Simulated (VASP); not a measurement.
# MgO: what the fields show

```
CELL_PARAMETERS angstrom
2.37580 0.00000 -2.37580
-2.37580 2.37580 0.00000
4.46043 4.46043 4.46043
ATOMIC_POSITIONS crystal
Mg 0.66667 0.33333 0.32973
Mg 0.33333 0.66667 0.66307
Mg 0.00000 0.00000 0.99640
O 0.00000 0.00000 0.25360
O 0.66667 0.33333 0.58693
O 0.33333 0.66667 0.92027
```

Space group R3m; a generated structure, not necessarily the stable one; changed on purpose from its base cell (epitaxial 111 strain +4.1%); computed pressure about −7 GPa in this cell.

The calculation used VASP 6.6.1, Kohn-Sham DFT of a periodic cell, HSE06, VASP PAW PBE potentials, recommended.

The density is the valence pseudo-density of a PAW calculation; it isn't the true density close to the nuclei.

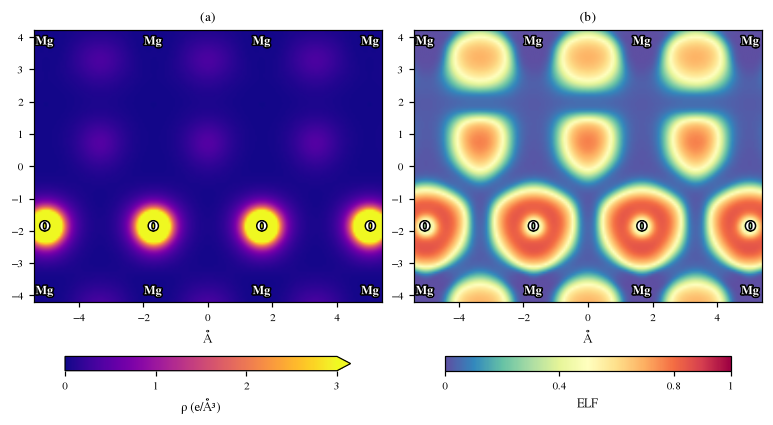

Figure 1. (a) valence charge density (pseudo); (b) ELF on the (100) plane of the conventional cell.

Q: Read the bonding off the picture.

A: Atoms in the plane: Mg and O.
Mg–O (1.99 Å): the density is about 0.41 e/Å³ at the midpoint; the ELF peaks at about 0.85 in the valence shell of O, 0.7 Å from its nucleus, and falls to about 0.50 next to Mg: an ionic contact with no shared pair.
Between the atoms the lowest density in this plane is 0.02 e/Å³.

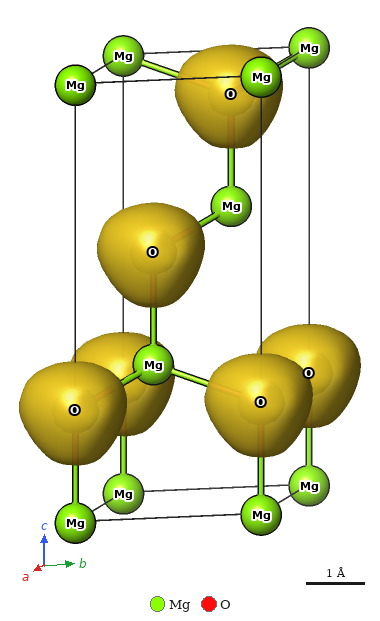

Figure 2. Isosurface of the electron localisation function at 0.75 (yellow), seen slightly off an axis. Core shells and regions of very low density are left out. Sticks mark near contacts.

Q: Identify the bonds, lone pairs and shells in this picture.

A: The ELF exceeds this value in three regions wrapped around O (the valence shell of each), counted in one cell of 6 atoms. Regions shared between cells count once. Profiles from the grid: Mg–O (2.03 Å): the ELF peaks at about 0.85 in the valence shell of O, 0.7 Å from its nucleus, and falls to about 0.50 next to Mg: an ionic contact with no shared pair.

Q: Metal or insulator at this level of theory?

A: It is gapped, with a Kohn–Sham gap of 4.6 eV on the k-point mesh, an upper bound to the gap of this method.
